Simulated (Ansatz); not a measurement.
# Residual resistivity of an alloy: Mo(100) with 4 layers of random Mo-W, 2x2, part 2 of 2

Wanted: resistance against the alloy's length, first Mo(100) with 4 layers of random Mo-W, 2x2.

Ansatz 0.2.0; Ansatz plane-wave DFT, PBE, PAW files; ballistic transport by layer matching (Landauer), zero bias; PAW set soft_1.

So far. Step 2 (With 4 alloy layers): Over the solved energies the transmission per spin lies between 5.94 and 6.15, out of 6.76 channels of the lead on average (up to 6.91).

## 3. With 8 alloy layers

System of this step: Mo(100) with 8 layers of random Mo-W, 2x2. The cell holds 72 atoms: 56 Mo and 16 W. Its edges and angles: a = 6.294 Å, b = 6.294 Å, c = 28.323 Å, α = 90.0°, β = 90.0°, γ = 90.0°. It derives from Mo. Regions: lead, 40 atoms (40 Mo); scattering region, 32 atoms (16 Mo and 16 W). The structure is stacked along c, and the current runs across the ab planes.

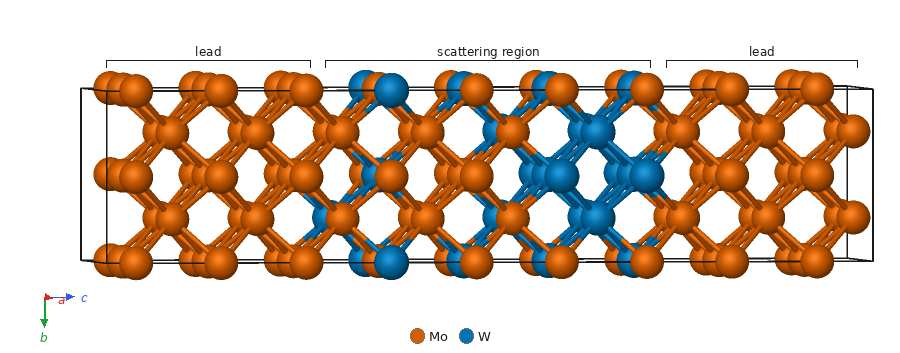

The cell of this step (molybdenum orange, tungsten blue). Some periodic images of atoms are drawn too.

File input.yaml:

```yaml
crystal:
  lattice:
    - [6.294, 0.0, 0.0]
    - [0.0, 6.294, 0.0]
    - [0.0, 0.0, 28.323]
  atoms:
    - { symbol: Mo, position: [0.0, 0.0, 0.0277777778] }
    - { symbol: Mo, position: [0.0, 0.5, 0.0277777778] }
    - { symbol: Mo, position: [0.5, 0.0, 0.0277777778] }
    - { symbol: Mo, position: [0.5, 0.5, 0.0277777778] }
    - { symbol: Mo, position: [0.25, 0.25, 0.0833333333] }
    - { symbol: Mo, position: [0.25, 0.75, 0.0833333333] }
    - { symbol: Mo, position: [0.75, 0.25, 0.0833333333] }
    - { symbol: Mo, position: [0.75, 0.75, 0.0833333333] }
    - { symbol: Mo, position: [0.0, 0.0, 0.1388888889] }
    - { symbol: Mo, position: [0.0, 0.5, 0.1388888889] }
    - { symbol: Mo, position: [0.5, 0.0, 0.1388888889] }
    - { symbol: Mo, position: [0.5, 0.5, 0.1388888889] }
    - { symbol: Mo, position: [0.25, 0.25, 0.1944444444] }
    - { symbol: Mo, position: [0.25, 0.75, 0.1944444444] }
    - { symbol: Mo, position: [0.75, 0.25, 0.1944444444] }
    - { symbol: Mo, position: [0.75, 0.75, 0.1944444444] }
    - { symbol: Mo, position: [0.0, 0.0, 0.25] }
    - { symbol: Mo, position: [0.0, 0.5, 0.25] }
    - { symbol: Mo, position: [0.5, 0.0, 0.25] }
    - { symbol: Mo, position: [0.5, 0.5, 0.25] }
    - { symbol: Mo, position: [0.25, 0.25, 0.3055555556] }
    - { symbol: W, position: [0.25, 0.75, 0.3055555556] }
    - { symbol: Mo, position: [0.75, 0.25, 0.3055555556] }
    - { symbol: Mo, position: [0.75, 0.75, 0.3055555556] }
    - { symbol: W, position: [0.0, 0.0, 0.3611111111] }
    - { symbol: Mo, position: [0.0, 0.5, 0.3611111111] }
    - { symbol: Mo, position: [0.5, 0.0, 0.3611111111] }
    - { symbol: W, position: [0.5, 0.5, 0.3611111111] }
    - { symbol: Mo, position: [0.25, 0.25, 0.4166666667] }
    - { symbol: Mo, position: [0.25, 0.75, 0.4166666667] }
    - { symbol: Mo, position: [0.75, 0.25, 0.4166666667] }
    - { symbol: Mo, position: [0.75, 0.75, 0.4166666667] }
    - { symbol: Mo, position: [0.0, 0.0, 0.4722222222] }
    - { symbol: Mo, position: [0.0, 0.5, 0.4722222222] }
    - { symbol: W, position: [0.5, 0.0, 0.4722222222] }
    - { symbol: Mo, position: [0.5, 0.5, 0.4722222222] }
    - { symbol: W, position: [0.25, 0.25, 0.5277777778] }
    - { symbol: W, position: [0.25, 0.75, 0.5277777778] }
    - { symbol: Mo, position: [0.75, 0.25, 0.5277777778] }
    - { symbol: Mo, position: [0.75, 0.75, 0.5277777778] }
    - { symbol: Mo, position: [0.0, 0.0, 0.5833333333] }
    - { symbol: W, position: [0.0, 0.5, 0.5833333333] }
    - { symbol: W, position: [0.5, 0.0, 0.5833333333] }
    - { symbol: W, position: [0.5, 0.5, 0.5833333333] }
    - { symbol: W, position: [0.25, 0.25, 0.6388888889] }
    - { symbol: W, position: [0.25, 0.75, 0.6388888889] }
    - { symbol: W, position: [0.75, 0.25, 0.6388888889] }
    - { symbol: W, position: [0.75, 0.75, 0.6388888889] }
    - { symbol: Mo, position: [0.0, 0.0, 0.6944444444] }
    - { symbol: W, position: [0.0, 0.5, 0.6944444444] }
    - { symbol: W, position: [0.5, 0.0, 0.6944444444] }
    - { symbol: W, position: [0.5, 0.5, 0.6944444444] }
    - { symbol: Mo, position: [0.25, 0.25, 0.75] }
    - { symbol: Mo, position: [0.25, 0.75, 0.75] }
    - { symbol: Mo, position: [0.75, 0.25, 0.75] }
    - { symbol: Mo, position: [0.75, 0.75, 0.75] }
    - { symbol: Mo, position: [0.0, 0.0, 0.8055555556] }
    - { symbol: Mo, position: [0.0, 0.5, 0.8055555556] }
    - { symbol: Mo, position: [0.5, 0.0, 0.8055555556] }
    - { symbol: Mo, position: [0.5, 0.5, 0.8055555556] }
    - { symbol: Mo, position: [0.25, 0.25, 0.8611111111] }
    - { symbol: Mo, position: [0.25, 0.75, 0.8611111111] }
    - { symbol: Mo, position: [0.75, 0.25, 0.8611111111] }
    - { symbol: Mo, position: [0.75, 0.75, 0.8611111111] }
    - { symbol: Mo, position: [0.0, 0.0, 0.9166666667] }
    - { symbol: Mo, position: [0.0, 0.5, 0.9166666667] }
    - { symbol: Mo, position: [0.5, 0.0, 0.9166666667] }
    - { symbol: Mo, position: [0.5, 0.5, 0.9166666667] }
    - { symbol: Mo, position: [0.25, 0.25, 0.9722222222] }
    - { symbol: Mo, position: [0.25, 0.75, 0.9722222222] }
    - { symbol: Mo, position: [0.75, 0.25, 0.9722222222] }
    - { symbol: Mo, position: [0.75, 0.75, 0.9722222222] }
kpoints:
  mp_grid: { grid: [4, 4, 1] }
hamiltonian:
  xc: pbe
  pseudopotentials: { kind: paw, azcp: { folder: soft_1 } }
scf:
  occupations: { method: fermi_dirac, width: 0.1 }
output:
  transmission: { leads: [[0, 4]], kmesh: [8, 8], e_range: [-0.05, 0.05], de: 0.05 }
  write_potential: true
  write_density: true
  volumetric_format: npy
```

On the command line:

```
$ ansatz run input.yaml --threads 8 --pin off --max-ram 15360MiB --backend cpu --events-out ev --progress --plain --runs-dir out
```

Numbers of over 12 decimals in the logs are rounded to 6 here.

The log of the run:

```text
[...]
Crystal: 72 atoms, lattice volume = 1122.000 Å³
Basis set: ecut = 420 eV, 21955 PW (Γ)
Bands: 605, of which v1, the nominal top of the filled ones, is band 504 counted from 1 (503 counted from 0)
Symmetry: 1 space group operations
[...]
k-points: 10 of 16 (time reversal used)
[...]
SCF iter   1: F=—  HF=-443752.167938 eV  |F-HF|=—  |Δ(HF+E_count)|=         —  Δρ=9.81e-2  dr2=1.28e2  ethr=3.10e-3  ⟨swp⟩=4.6  Hψ=22383  notcnv=0
[...]
SCF iter  10: F=-443714.099428 eV  HF=-443714.099428 eV  |F-HF|=1.92e-9  |Δ(HF+E_count)|=   2.39e-9  Δρ=2.81e-7  dr2=2.44e-9  ethr=9.92e-12  ⟨swp⟩=7.4  Hψ=14184  notcnv=0
SCF 1 converged in 10 iterations: F = -443714.099428 eV  dr2 = 2.44e-9
[...]
transmission: 195 of 1904 steps passed
transmission: 381 of 1904 steps passed
[...]
transmission: 1904 of 1904 steps passed
SCF converged after 10 iterations
Free energy (F): -443714.099428 eV
[...]
Internal energy: -443712.570562 eV  (E = F + TS)
E sigma→0 (E₀):  -443713.334995 eV
Entropy (-TS):   -1.528866 eV (-21.234 meV/atom)
Fermi energy:    21.498646 eV
[...]
--- Band table (eV; the first three rows and the last of 10) ---
  k-point 0: bands = [... 500 lower, 21.3432, 21.3492, 21.3684, 21.3724, 21.3755, 21.3771, 21.3790, 21.3862, ... 97 higher]
  k-point 1: bands = [... 500 lower, 21.4500, 21.4590, 21.5340, 21.5491, 21.5575, 21.5714, 21.5805, 21.5838, ... 97 higher]
  k-point 2: bands = [... 500 lower, 21.4414, 21.4573, 21.4684, 21.4861, 21.6399, 21.6491, 21.6662, 21.6759, ... 97 higher]
  k-point 9: bands = [... 500 lower, 20.7582, 20.7684, 20.7733, 20.7844, 21.7718, 21.7935, 21.8312, 21.8538, ... 97 higher]
--- Transmission ---
  basis      : 349 plane waves across, 56 finite elements along
  points     : 34, standing for a mesh of 8 x 8
[...]
channels       : 6.593750e0 a spin
[...]
slowest decay  : 0.0410 /Å at (0.3750, 0.5000)
  junction   : crystal 0 to crystal 0, 0.70 to 27.45 Å
    transmission   : 5.506145e0 a spin
[...]
```

Elapsed: 9.6 min, on 8 threads of Arm Neoverse V2, shared host; peak memory 8.2 GiB.

Numbers from this step:

| Item | Value |
| --- | --- |
| free energy | -443714.0994 eV |
| energy at zero smearing | -443713.3350 eV |
| Fermi energy | 21.50 eV |
| transmission per spin nearest the Fermi level | 5.506 |
| open channels per spin nearest the Fermi level | 6.594 |

Per spin. Transmission, zone mean against energy, zero at the Fermi level:

| energy (eV) | transmission, zone mean |
| --- | --- |
| -0.0500 | 5.46 |
| 0.0000 | 5.51 |
| 0.0500 | 5.48 |

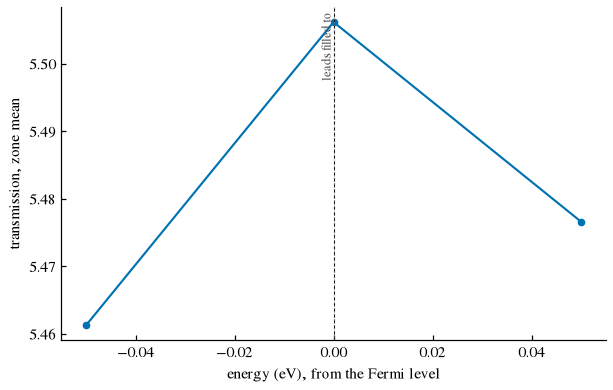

Transmission, zone mean against energy.

Over the solved energies the transmission per spin lies between 5.46 and 5.51, out of 6.64 channels of the lead on average (up to 6.66).

## 4. With 12 alloy layers

System of this step: Mo(100) with 12 layers of random Mo-W, 2x2. The cell holds 88 atoms: 64 Mo and 24 W. Its edges and angles: a = 6.294 Å, b = 6.294 Å, c = 34.617 Å, α = 90.0°, β = 90.0°, γ = 90.0°. It derives from Mo. Regions: lead, 40 atoms (40 Mo); scattering region, 48 atoms (24 Mo and 24 W). The structure is stacked along c, and the current runs across the ab planes.

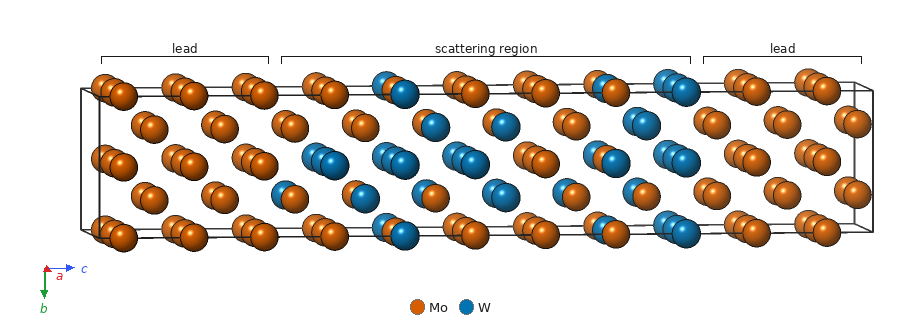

The cell of this step (molybdenum orange, tungsten blue). Some periodic images of atoms are drawn too.

File input.yaml:

```yaml
crystal:
  lattice:
    - [6.294, 0.0, 0.0]
    - [0.0, 6.294, 0.0]
    - [0.0, 0.0, 34.617]
  atoms:
    - { symbol: Mo, position: [0.0, 0.0, 0.0227272727] }
    - { symbol: Mo, position: [0.0, 0.5, 0.0227272727] }
    - { symbol: Mo, position: [0.5, 0.0, 0.0227272727] }
    - { symbol: Mo, position: [0.5, 0.5, 0.0227272727] }
    - { symbol: Mo, position: [0.25, 0.25, 0.0681818182] }
    - { symbol: Mo, position: [0.25, 0.75, 0.0681818182] }
    - { symbol: Mo, position: [0.75, 0.25, 0.0681818182] }
    - { symbol: Mo, position: [0.75, 0.75, 0.0681818182] }
    - { symbol: Mo, position: [0.0, 0.0, 0.1136363636] }
    - { symbol: Mo, position: [0.0, 0.5, 0.1136363636] }
    - { symbol: Mo, position: [0.5, 0.0, 0.1136363636] }
    - { symbol: Mo, position: [0.5, 0.5, 0.1136363636] }
    - { symbol: Mo, position: [0.25, 0.25, 0.1590909091] }
    - { symbol: Mo, position: [0.25, 0.75, 0.1590909091] }
    - { symbol: Mo, position: [0.75, 0.25, 0.1590909091] }
    - { symbol: Mo, position: [0.75, 0.75, 0.1590909091] }
    - { symbol: Mo, position: [0.0, 0.0, 0.2045454545] }
    - { symbol: Mo, position: [0.0, 0.5, 0.2045454545] }
    - { symbol: Mo, position: [0.5, 0.0, 0.2045454545] }
    - { symbol: Mo, position: [0.5, 0.5, 0.2045454545] }
    - { symbol: Mo, position: [0.25, 0.25, 0.25] }
    - { symbol: W, position: [0.25, 0.75, 0.25] }
    - { symbol: Mo, position: [0.75, 0.25, 0.25] }
    - { symbol: Mo, position: [0.75, 0.75, 0.25] }
    - { symbol: Mo, position: [0.0, 0.0, 0.2954545455] }
    - { symbol: W, position: [0.0, 0.5, 0.2954545455] }
    - { symbol: Mo, position: [0.5, 0.0, 0.2954545455] }
    - { symbol: W, position: [0.5, 0.5, 0.2954545455] }
    - { symbol: Mo, position: [0.25, 0.25, 0.3409090909] }
    - { symbol: Mo, position: [0.25, 0.75, 0.3409090909] }
    - { symbol: Mo, position: [0.75, 0.25, 0.3409090909] }
    - { symbol: W, position: [0.75, 0.75, 0.3409090909] }
    - { symbol: W, position: [0.0, 0.0, 0.3863636364] }
    - { symbol: W, position: [0.0, 0.5, 0.3863636364] }
    - { symbol: Mo, position: [0.5, 0.0, 0.3863636364] }
    - { symbol: W, position: [0.5, 0.5, 0.3863636364] }
    - { symbol: Mo, position: [0.25, 0.25, 0.4318181818] }
    - { symbol: W, position: [0.25, 0.75, 0.4318181818] }
    - { symbol: W, position: [0.75, 0.25, 0.4318181818] }
    - { symbol: Mo, position: [0.75, 0.75, 0.4318181818] }
    - { symbol: Mo, position: [0.0, 0.0, 0.4772727273] }
    - { symbol: W, position: [0.0, 0.5, 0.4772727273] }
    - { symbol: Mo, position: [0.5, 0.0, 0.4772727273] }
    - { symbol: W, position: [0.5, 0.5, 0.4772727273] }
    - { symbol: Mo, position: [0.25, 0.25, 0.5227272727] }
    - { symbol: W, position: [0.25, 0.75, 0.5227272727] }
    - { symbol: W, position: [0.75, 0.25, 0.5227272727] }
    - { symbol: W, position: [0.75, 0.75, 0.5227272727] }
    - { symbol: Mo, position: [0.0, 0.0, 0.5681818182] }
    - { symbol: Mo, position: [0.0, 0.5, 0.5681818182] }
    - { symbol: Mo, position: [0.5, 0.0, 0.5681818182] }
    - { symbol: Mo, position: [0.5, 0.5, 0.5681818182] }
    - { symbol: Mo, position: [0.25, 0.25, 0.6136363636] }
    - { symbol: W, position: [0.25, 0.75, 0.6136363636] }
    - { symbol: Mo, position: [0.75, 0.25, 0.6136363636] }
    - { symbol: Mo, position: [0.75, 0.75, 0.6136363636] }
    - { symbol: Mo, position: [0.0, 0.0, 0.6590909091] }
    - { symbol: W, position: [0.0, 0.5, 0.6590909091] }
    - { symbol: W, position: [0.5, 0.0, 0.6590909091] }
    - { symbol: Mo, position: [0.5, 0.5, 0.6590909091] }
    - { symbol: W, position: [0.25, 0.25, 0.7045454545] }
    - { symbol: W, position: [0.25, 0.75, 0.7045454545] }
    - { symbol: W, position: [0.75, 0.25, 0.7045454545] }
    - { symbol: Mo, position: [0.75, 0.75, 0.7045454545] }
    - { symbol: W, position: [0.0, 0.0, 0.75] }
    - { symbol: W, position: [0.0, 0.5, 0.75] }
    - { symbol: W, position: [0.5, 0.0, 0.75] }
    - { symbol: W, position: [0.5, 0.5, 0.75] }
    - { symbol: Mo, position: [0.25, 0.25, 0.7954545455] }
    - { symbol: Mo, position: [0.25, 0.75, 0.7954545455] }
    - { symbol: Mo, position: [0.75, 0.25, 0.7954545455] }
    - { symbol: Mo, position: [0.75, 0.75, 0.7954545455] }
    - { symbol: Mo, position: [0.0, 0.0, 0.8409090909] }
    - { symbol: Mo, position: [0.0, 0.5, 0.8409090909] }
    - { symbol: Mo, position: [0.5, 0.0, 0.8409090909] }
    - { symbol: Mo, position: [0.5, 0.5, 0.8409090909] }
    - { symbol: Mo, position: [0.25, 0.25, 0.8863636364] }
    - { symbol: Mo, position: [0.25, 0.75, 0.8863636364] }
    - { symbol: Mo, position: [0.75, 0.25, 0.8863636364] }
    - { symbol: Mo, position: [0.75, 0.75, 0.8863636364] }
    - { symbol: Mo, position: [0.0, 0.0, 0.9318181818] }
    - { symbol: Mo, position: [0.0, 0.5, 0.9318181818] }
    - { symbol: Mo, position: [0.5, 0.0, 0.9318181818] }
    - { symbol: Mo, position: [0.5, 0.5, 0.9318181818] }
    - { symbol: Mo, position: [0.25, 0.25, 0.9772727273] }
    - { symbol: Mo, position: [0.25, 0.75, 0.9772727273] }
    - { symbol: Mo, position: [0.75, 0.25, 0.9772727273] }
    - { symbol: Mo, position: [0.75, 0.75, 0.9772727273] }
kpoints:
  mp_grid: { grid: [4, 4, 1] }
hamiltonian:
  xc: pbe
  pseudopotentials: { kind: paw, azcp: { folder: soft_1 } }
scf:
  occupations: { method: fermi_dirac, width: 0.1 }
output:
  transmission: { leads: [[0, 4]], kmesh: [8, 8], e_range: [-0.05, 0.05], de: 0.05 }
  write_potential: true
  write_density: true
  volumetric_format: npy
```

The log of the run:

```text
[...]
Crystal: 88 atoms, lattice volume = 1371.333 Å³
Basis set: ecut = 420 eV, 26839 PW (Γ)
Bands: 740, of which v1, the nominal top of the filled ones, is band 616 counted from 1 (615 counted from 0)
Symmetry: 1 space group operations
[...]
k-points: 10 of 16 (time reversal used)
[...]
SCF iter   1: F=—  HF=-566494.976164 eV  |F-HF|=—  |Δ(HF+E_count)|=         —  Δρ=9.71e-2  dr2=1.72e2  ethr=3.10e-3  ⟨swp⟩=4.6  Hψ=27524  notcnv=0
[...]
SCF iter  10: F=-566449.753730 eV  HF=-566449.753730 eV  |F-HF|=3.49e-9  |Δ(HF+E_count)|=   5.12e-9  Δρ=1.94e-7  dr2=3.42e-9  ethr=8.12e-12  ⟨swp⟩=7.0  Hψ=14419  notcnv=0
SCF 1 converged in 10 iterations: F = -566449.753730 eV  dr2 = 3.42e-9
[...]
transmission: 228 of 2278 steps passed
transmission: 456 of 2278 steps passed
[...]
transmission: 2278 of 2278 steps passed
SCF converged after 10 iterations
Free energy (F): -566449.753730 eV
[...]
Internal energy: -566447.841747 eV  (E = F + TS)
E sigma→0 (E₀):  -566448.797738 eV
Entropy (-TS):   -1.911983 eV (-21.727 meV/atom)
Fermi energy:    21.598708 eV
[...]
--- Band table (eV; the first three rows and the last of 10) ---
  k-point 0: bands = [... 612 lower, 21.4824, 21.4852, 21.5020, 21.5091, 21.5479, 21.5816, 21.5832, 21.5875, ... 120 higher]
  k-point 1: bands = [... 612 lower, 21.5569, 21.5683, 21.5983, 21.6099, 21.6163, 21.6183, 21.6284, 21.6347, ... 120 higher]
  k-point 2: bands = [... 612 lower, 21.5693, 21.5897, 21.6042, 21.6229, 21.7185, 21.7368, 21.7634, 21.7863, ... 120 higher]
  k-point 9: bands = [... 612 lower, 20.8311, 20.8431, 20.8737, 20.8830, 21.8509, 21.8614, 21.9131, 21.9365, ... 120 higher]
--- Transmission ---
  basis      : 349 plane waves across, 67 finite elements along
  points     : 34, standing for a mesh of 8 x 8
[...]
channels       : 6.593750e0 a spin
[...]
slowest decay  : 0.0441 /Å at (0.3750, 0.5000)
  junction   : crystal 0 to crystal 0, 0.70 to 33.74 Å
    transmission   : 5.274572e0 a spin
[...]
```

The job ended after 14 min (8 threads; peak memory 8.3 GiB; 84 min of CPU time).

Numbers from this step:

```
free energy                                   : -566449.7537 eV
energy at zero smearing                       : -566448.7977 eV
Fermi energy                                  : 21.60 eV
transmission per spin nearest the Fermi level : 5.275
step of the lead's potential                  : 2.9 meV
```

Per spin. Transmission, zone mean against energy, zero at the Fermi level:

| energy (eV) | transmission, zone mean |
| --- | --- |
| -0.0500 | 5.16 |
| 0.0000 | 5.27 |
| 0.0500 | 5.35 |

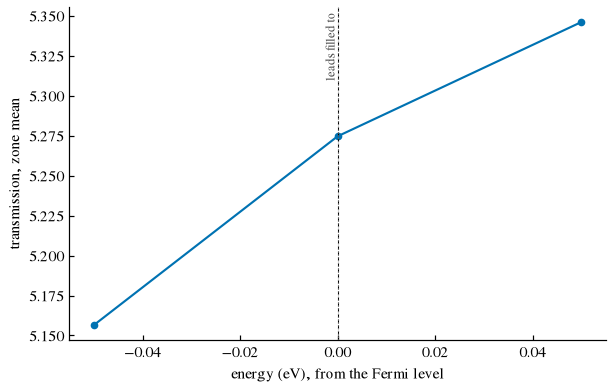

Transmission, zone mean against energy.

Over the solved energies the transmission per spin lies between 5.16 and 5.35, out of 6.64 channels of the lead on average (up to 6.78).

## 5. The fit

This step: Ansatz plane-wave DFT, PBE, PAW files; ballistic transport by layer matching (Landauer), zero bias; residual resistivity from the slope of the area resistance, atoms on the host's lattice; PAW set soft_1 (Ansatz 0.2.0).

This step gave:

| Property | Result |
| --- | --- |
| resistivity | 9.194 µΩ cm |
| intercept | 0.03422 fΩ m² |
| scatter about the fit | 0.008689 fΩ m² |

Resistance, by row:

| run | length (Å) | T | channels N | RA (fΩ m²) |
| --- | --- | --- | --- | --- |
| n4 | 6.294 | 6.071 | 6.76 | 0.08594 |
| n8 | 12.59 | 5.481 | 6.635 | 0.1622 |
| n12 | 18.88 | 5.259 | 6.635 | 0.2017 |

Area resistance against length of the alloy:

| length of the alloy (Å) | area resistance (fΩ m²) |
| --- | --- |
| 6.29 | 0.0859 |
| 12.59 | 0.162 |
| 18.88 | 0.202 |

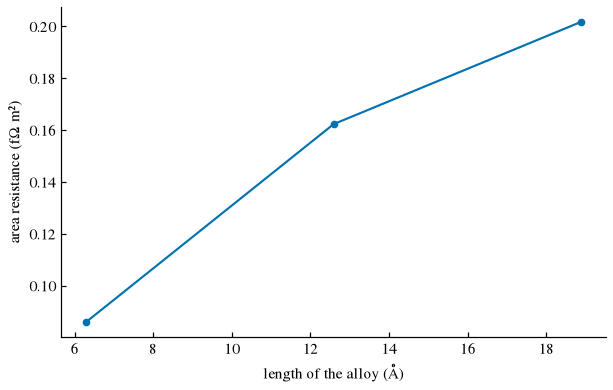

Area resistance against length of the alloy.

The area resistance goes from 0.086 to 0.20 fΩ m² between 6.3 and 18.9 Å, a slope of 9.2 µΩ cm.

By hand from the end points: (0.2017 − 0.08594) fΩ m² / (18.88 − 6.29) Å = 9.2 µΩ cm, since 1 fΩ m² per Å is 1000 µΩ cm.

## 6. What came out

| Property | Result |
| --- | --- |
| resistivity from the slope | 9.19 µΩ cm |
| area resistance over 6.29 Å | 0.0859 fΩ m² |
| area resistance over 12.6 Å | 0.162 fΩ m² |
| area resistance over 18.9 Å | 0.202 fΩ m² |

The slope gives 9.2 µΩ cm. The points scatter by 0.0087 fΩ m² about the line, with one random draw a length in a 2x2 cell, so the slope is a rough value. The lead's own channel count moves between the runs (6.76, 6.64 and 6.64), which shifts RA and the slope too. Read with a model of isotropic scattering on a spherical Fermi surface and the lead's 1.3×10¹⁵ S/m², this slope means a mean free path near 70 Å (a rough figure, since the alloy's own channel count differs); over these lengths the model's slope is 1.13 times its bulk resistivity, which would be 8.2 µΩ cm. The atoms sit on the host's lattice, so scattering by size misfit is left out. Spin-orbit coupling is left out, which matters for W.

[Logs are printed without paths, hosts, clocks, repeated set-up lines and the standing remarks that a program may print on its own settings, such as how far it seeks lower states.]

[Hosts, paths, dates, database ids (printed as entryN), source tags and the programs' standing remarks are cut or masked in the printed files.]
